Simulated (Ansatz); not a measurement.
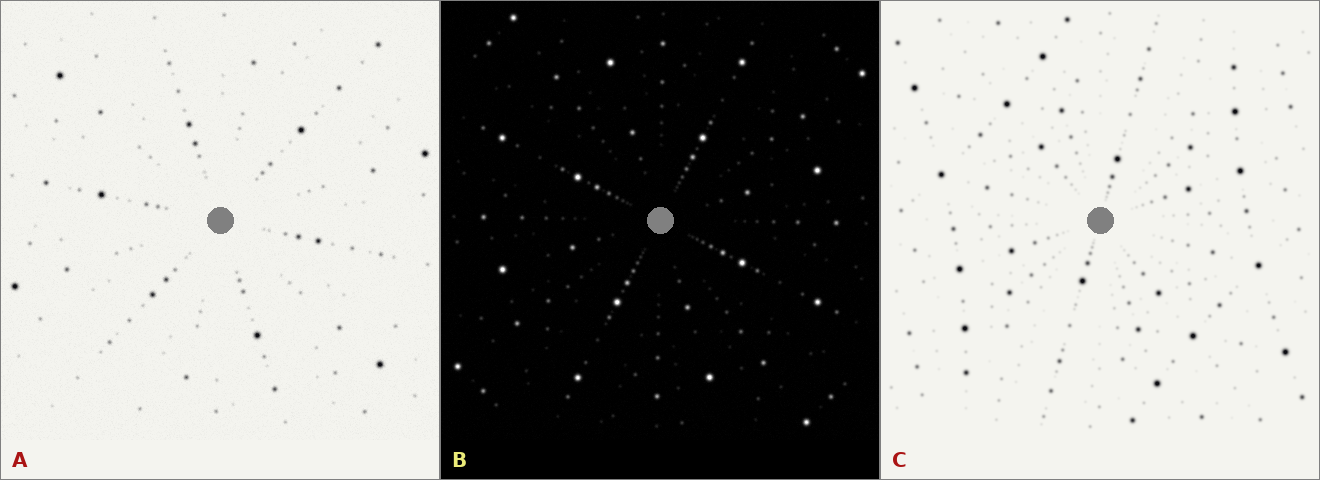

Simulated back-reflection Laue patterns (white X-rays, 0.45 to 2.2 Å, flat plate covering ±45° about the beam, kinematic intensities, seen from the source). Crystal: Al, space group Fd-3m (No. 227), a = 6.085 Å. Structure: the input geometry of an electronic-structure calculation (not necessarily at equilibrium); the starting structure was generated, so it need not be a known form of this composition.

Question: The directions [001], [110], [111] point towards the source, in some order. Which is which?

Answer: A: [111], symmetry 3m (a threefold axis with three mirror lines). B: [001], symmetry 4mm (a fourfold axis with mirror lines). C: [110], symmetry 2mm (a twofold axis with two mirror lines). The Laue class is m-3m.
